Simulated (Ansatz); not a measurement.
Single-point calculation, with input and output: TiAl2

System: TiAl2 (12 atoms in the cell).
Method: DFT r2SCAN, scalar-relativistic, plane waves, PAW, no spin polarisation (Ansatz 0.2.0).

The structure derives from a Materials Project entry. Figures and captions count atoms from 1; the log counts them from 0 in places.

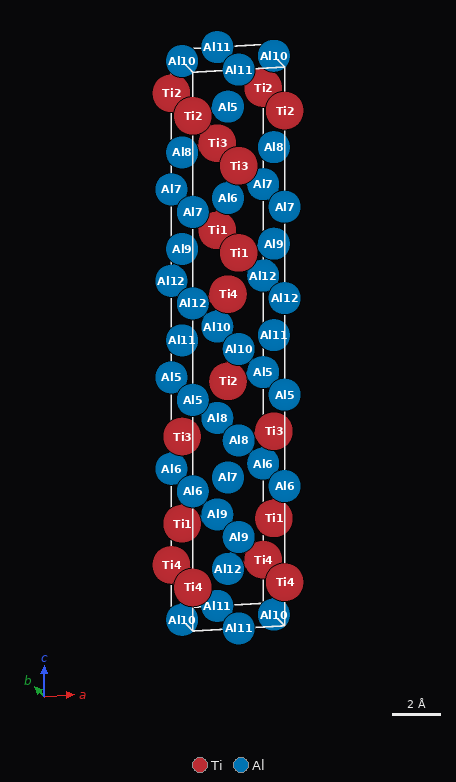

**Figure 1.** The input geometry (spheres-only view of the cell 2 times as large as that of the calculation, set on its symmetry axes, seen slightly off an axis; atoms are numbered from 1 in the order of the input). An atom can appear more than once, as a periodic image.

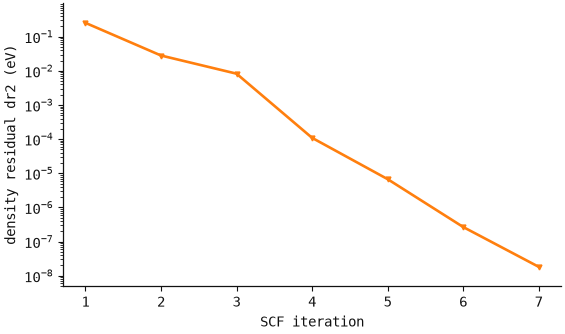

**Figure 2.** Convergence of the self-consistent field: density residual dr2 against the SCF iteration. The residual falls at every step.

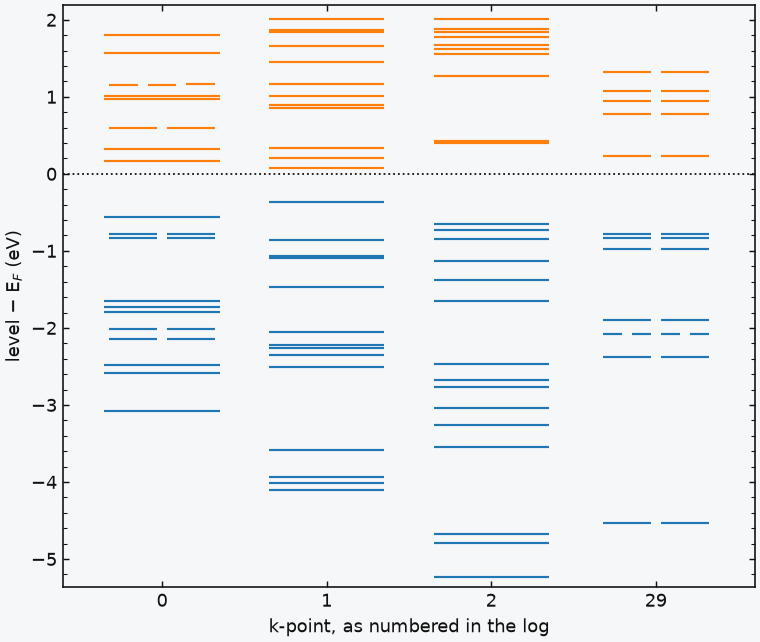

**Figure 3.** Kohn–Sham levels near the Fermi level (dotted) at the few k-points that the log prints; levels within 0.02 eV of each other stand side by side. The system is metallic on the full mesh.

The input and output of the run follow.

### Input file
```yaml
crystal:
  lattice:
    - [-1.9743548365, 1.9743548365, 12.0765160558]
    - [1.9743548365, -1.9743548365, 12.0765160558]
    - [1.9743548365, 1.9743548365, -12.0765160558]
  atoms:
    - { symbol: Ti, position: [0.67200248, 0.17200248, 0.5] }
    - { symbol: Ti, position: [0.92200248, 0.92200248, 0.0] }
    - { symbol: Ti, position: [0.82799752, 0.32799752, 0.5] }
    - { symbol: Ti, position: [0.07799752, 0.07799752, 0.0] }
    - { symbol: Al, position: [0.41361949, 0.41361949, 0.0] }
    - { symbol: Al, position: [0.25003366, 0.25003366, 0.0] }
    - { symbol: Al, position: [0.74996634, 0.74996634, 0.0] }
    - { symbol: Al, position: [0.33638051, 0.83638051, 0.5] }
    - { symbol: Al, position: [0.16361949, 0.66361949, 0.5] }
    - { symbol: Al, position: [0.49996634, 0.99996634, 0.5] }
    - { symbol: Al, position: [3.366e-05, 0.50003366, 0.5] }
    - { symbol: Al, position: [0.58638051, 0.58638051, 0.0] }
basis:
  ecutwfc: 500
kpoints:
  mp_grid: { grid: [6, 6, 6] }
hamiltonian:
  xc: r2scan
scf:
  occupations: { method: gaussian, width: 0.1 }
output:
  forces: true
  stress: true
  eigenvalues: true
```

Command:
```bash
ansatz run input.yaml --threads 2 --pin off --max-ram 5120MiB --backend cpu --events-out ev --progress --plain --runs-dir out
```

### The program's output
```
basis.fft_grid_basis auto: the FFT boxes are laid along the combinations [[1, 0, 1], [0, 1, 1], [0, 0, 1]] of the cell's own vectors, 3.949, 3.949 and 12.395 Å long. The dense box has 30×30×96 points. Along the cell's own vectors, as sized, it would have 96×96×96, 10.24 times as many. Of the 16 symmetry operations that the crystal satisfies within crystal.symmetry.tolerance (time reversal apart; of a slab, those that keep its plane) the dense box along the cell's own vectors carries 16, and the one as laid loses 14 of those. basis.fft_grid_basis: typed keeps the cell's own vectors: state it where this run's energies or levels are differenced outside the engine with another run's, or held beside a run that keeps those vectors.
Engine: ansatz 0.2.0, x86_64-unknown-linux-gnu
Pseudopotentials: kind: paw
Pseudopotential: Ti, paw, valence charge 12, recommended cutoff 500 eV (meta_gga), Ti.paw.azcp
Pseudopotential: Al, paw, valence charge 3, recommended cutoff 500 eV (meta_gga), Al.paw.azcp
Functional definition: r2SCAN
  parameter k0 = 0.174
  parameter k1 = 0.065
  parameter a1 = 4.9479
  exchange = r2scan_x(k0 = k0, k1 = k1, a1 = a1)
  correlation = r2scan_c
Crystal: 12 atoms, lattice volume = 188.301 Å³
Basis set: ecut = 500 eV, 4773 PW (Γ), FFT grids on a1+a3, a2+a3, a3, exchange–correlation on 120×120×384 points (64 copies of the dense FFT grid, shifted against one another)
Bands: 48, of which v1, the nominal top of the filled ones, is band 36 counted from 1 (35 counted from 0)
Symmetry: 16 space group operations
Space group: I41/amd (ITA 141), of the structure as read, at distance tolerance 5.7e-5 Å
k-points: 30 of 216
Non-local potential: Ti, projectors of the file, l = 0: 3, l = 1: 2, l = 2: 3, l = 3: 1
Non-local potential: Al, projectors of the file, l = 0: 2, l = 1: 2, l = 2: 1
PAW form: soft (Blöchl's): semilocal exchange-correlation on the pseudo side does not see the compensation charge
PAW frozen core: Ti, regenerated for the run's functional (the file was generated under x = pbe(κ = 0.804, μ = 0.2195149727645171), c = pbe(β = 0.06672455060314922))
PAW frozen core: Al, regenerated for the run's functional (the file was generated under x = pbe(κ = 0.804, μ = 0.2195149727645171), c = pbe(β = 0.06672455060314922))
PAW one-centre angular grid: Ti, 590 points (default); XC on 160 Gauss nodes
PAW one-centre angular grid: Al, 302 points (default); XC on 160 Gauss nodes
Initial density: superposition of atomic densities (neutral atoms: chi_scale 0, normalization atom), corrected by the library's trained network
Initial wavefunctions: pseudopotential atomic-orbital guess
Functional: x = r2scan, c = r2scan; τ floored in thin density (d = 2e-4 eV/Å³)
SCF iter   1: F=—  HF=-14346.305775 eV  |F-HF|=—  |Δ(HF+E_count)|=         —  Δρ=1.11e-2  dr2=2.54e-1  dr2_τ=9.39e-2  ethr=1.77e-3  ⟨swp⟩=7.7  Hψ=6733  notcnv=0
preconditioner: auto → Kerker (q_TF=auto, 2.324 Å⁻¹)  [metal: Δε(μ)=0.007 eV  Ē_g=5.228 eV  σ=0.100 eV  W_gap=0.04  n_scr=44 (ndim 8)  ℏωp=17.1 eV  f_vac=0.000  D(μ)=6.00/eV (n_scr^D=44)]
SCF iter   2: F=—  HF=-14346.458697 eV  |F-HF|=—  |Δ(HF+E_count)|=   1.53e-1  Δρ=3.48e-3  dr2=2.81e-2  dr2_τ=5.40e-3  ethr=3.53e-4  ⟨swp⟩=3.0  Hψ=3000  notcnv=0  defer=110
SCF iter   3: F=—  HF=-14346.458752 eV  |F-HF|=—  |Δ(HF+E_count)|=   5.48e-5  Δρ=2.07e-3  dr2=8.25e-3  dr2_τ=2.46e-4  ethr=3.90e-5  ⟨swp⟩=2.0  Hψ=1789  notcnv=0  defer=110
SCF iter   4: F=—  HF=-14346.458789 eV  |F-HF|=—  |Δ(HF+E_count)|=   3.64e-5  Δρ=2.53e-4  dr2=1.09e-4  dr2_τ=5.62e-6  ethr=1.15e-5  ⟨swp⟩=2.2  Hψ=1932  notcnv=0  defer=110
SCF iter   5: F=—  HF=-14346.458790 eV  |F-HF|=—  |Δ(HF+E_count)|=   1.02e-6  Δρ=5.56e-5  dr2=6.73e-6  dr2_τ=3.12e-7  ethr=1.52e-7  ⟨swp⟩=2.5  Hψ=2196  notcnv=0  defer=110
SCF iter   6: F=—  HF=-14346.458803 eV  |F-HF|=—  |Δ(HF+E_count)|=   1.36e-5  Δρ=1.09e-5  dr2=2.67e-7  dr2_τ=1.15e-8  ethr=9.35e-9  ⟨swp⟩=2.0  Hψ=1921  notcnv=0  defer=110
SCF iter   7: F=-14346.458803 eV  HF=-14346.458803 eV  |F-HF|=6.00e-9  |Δ(HF+E_count)|=   6.06e-8  Δρ=2.83e-6  dr2=1.82e-8  dr2_τ=7.90e-10  ethr=1.39e-10  ⟨swp⟩=10.6  Hψ=5915  notcnv=0
SCF 1 converged in 7 iterations: F = -14346.458803 eV  dr2 = 1.82e-8
  greatest PAW one-centre occupation: 1.001 electrons in one spin orbital (limit 2), on the Ti atom at site 3 (counted from 0), in its partial waves of l = 1
SCF converged after 7 iterations
Free energy (F): -14346.458803 eV
Harris-Foulkes:  -14346.458803 eV  (|F-HF|=6.00e-9)
Internal energy: -14346.429292 eV  (E = F + TS)
E sigma→0 (E₀):  -14346.444048 eV
Entropy (-TS):   -0.029511 eV (-2.459 meV/atom)
Fermi energy:    10.563331 eV
--- Per-component energies (eV) ---
  E_band       = -688.686366
  E_kinetic    = 1286.019599
  E_local      = -4635.216103  (includes V_loc(G=0)·N_el)
  E_nonlocal   = 111.549559
  E_hartree    = 2021.339313
  E_xc         = -670.815916
  E_vxc        = -787.094530  (∫ρ·V_xc dr)
  E_paw        = -8015.809093  (= ΣΔE_a)
  E_vpaw       = -752.720356  (= ΣTr[D̂ρ^β])
  E_aug_tail   = 0.000375  (compensation charges beyond the density's cutoff)
  E_vtau       = 46.099238  (kinetic-family band-sum trace: ∫τ·v_τ [+ j·A + Jᵃ·Aᵃ] dr)
  E_ewald      = -4442.002333
  E_core_change = -1.494693  (= ΣΔE_core)
  E_smearing   = -0.029511  (= −TS)
  E_closure    = 0.000000  (closes the sum)
  Σ components = -14346.458803   (vs F -14346.458803, Δ=0.00e0)
--- Forces (eV/Å), atoms counted from 1 ---
  atom   1  Ti    -0.00000000    -0.00000000    -0.05718417
  atom   2  Ti    -0.00000000     0.00000000    -0.05718417
  atom   3  Ti     0.00000000     0.00000000     0.05718417
  atom   4  Ti     0.00000000    -0.00000000     0.05718417
  atom   5  Al    -0.00000000     0.00000000     0.01329482
  atom   6  Al     0.00000000     0.00000000    -0.02213744
  atom   7  Al     0.00000000    -0.00000000     0.02213744
  atom   8  Al     0.00000000     0.00000000    -0.01329482
  atom   9  Al    -0.00000000     0.00000000     0.01329482
  atom  10  Al    -0.00000000    -0.00000000     0.02213744
  atom  11  Al     0.00000000     0.00000000    -0.02213744
  atom  12  Al     0.00000000     0.00000000    -0.01329482
  max |Σ_I F_I| component: 2.49e-18 eV/Å
--- Stress (GPa, compression-positive) ---
        0.134307       0.000000       0.000000
        0.000000       0.134307       0.000000
        0.000000       0.000000       0.126233
  P = ⅓ Tr σ = 0.1316 GPa (1.316 kbar)
--- Band table (eV; the first three rows and the last of 30) ---
  k-point 0: bands = ["-48.6152", "-48.6143", "-48.5866", "-48.5856", "-23.9147", "-23.9147", "-23.8827", "-23.8827", "-23.8818", "-23.8632", "-23.8565", "-23.8565", "-23.7559", "-23.7559", "-23.7386", "-23.7196", "-0.2244", "0.4730", "1.4634", "4.0592", "4.1214", "7.4794", "7.9752", "8.0874", "8.4215", "8.4215", "8.5532", "8.5532", "8.7707", "8.8367", "8.9116", "9.7356", "9.7356", "9.7764", "9.7764", "10.0096", "10.7317", "10.8837", "11.1611", "11.1611", "11.5340", "11.5687", "11.7161", "11.7161", "11.7359", "12.1335", "12.3599", "13.7285"]
  k-point 1: bands = ["-48.6128", "-48.6120", "-48.5881", "-48.5872", "-23.9179", "-23.9179", "-23.8894", "-23.8893", "-23.8830", "-23.8671", "-23.8666", "-23.8649", "-23.7553", "-23.7530", "-23.7347", "-23.7179", "0.3442", "1.0015", "2.0181", "4.4258", "4.6402", "6.4621", "6.5444", "6.6269", "6.9787", "8.0614", "8.2168", "8.3015", "8.3373", "8.5094", "9.0939", "9.4681", "9.4966", "9.7064", "10.2042", "10.6425", "10.7692", "10.9002", "11.4176", "11.4570", "11.5776", "11.7319", "12.0151", "12.2251", "12.4091", "12.4341", "12.5774", "12.8062"]
  k-point 2: bands = ["-48.6067", "-48.6059", "-48.5924", "-48.5916", "-23.9217", "-23.9216", "-23.9043", "-23.9043", "-23.8874", "-23.8832", "-23.8788", "-23.8767", "-23.7493", "-23.7427", "-23.7322", "-23.7190", "1.9324", "2.4993", "3.4508", "5.0882", "5.1723", "5.1800", "5.3357", "5.7752", "5.8828", "7.0217", "7.2982", "7.5243", "7.7927", "7.8815", "8.0978", "8.9184", "9.1802", "9.4311", "9.7183", "9.8396", "9.9135", "10.9616", "10.9847", "11.8318", "12.1221", "12.1856", "12.2376", "12.3342", "12.4109", "12.4383", "12.5705", "12.9877"]
  k-point 29: bands = ["-48.6148", "-48.6148", "-48.5861", "-48.5861", "-23.9147", "-23.9147", "-23.8827", "-23.8827", "-23.8731", "-23.8731", "-23.8565", "-23.8565", "-23.7559", "-23.7559", "-23.7285", "-23.7285", "0.0241", "0.0241", "2.4047", "2.4047", "6.0354", "6.0354", "8.1880", "8.1880", "8.4810", "8.4810", "8.4871", "8.4871", "8.6610", "8.6610", "9.5942", "9.5942", "9.7342", "9.7342", "9.7779", "9.7779", "10.7989", "10.7989", "11.3427", "11.3427", "11.5101", "11.5101", "11.6436", "11.6436", "11.8875", "11.8875", "13.1906", "13.1906"]
```

### Summary

| quantity | value |
| --- | --- |
| outcome | converged |
| space group (tolerance 0.01 Å) | I4₁/amd (141) |
| electrons treated | 72 |
| free energy | −14346.4588 eV |
| Fermi energy | 10.563 eV |
| gap on the k-point mesh | none (metallic) |
| pressure | 0.13 GPa |
| largest force (length of the vector) | 0.057 eV/Å |
| hardware | 2 threads of Oxide Virtual Turin-like (Zen 5), 32 GiB of memory available, shared host |
| wall time | 19 s (CPU time 37 s) |
| peak memory | 0.98 GiB |
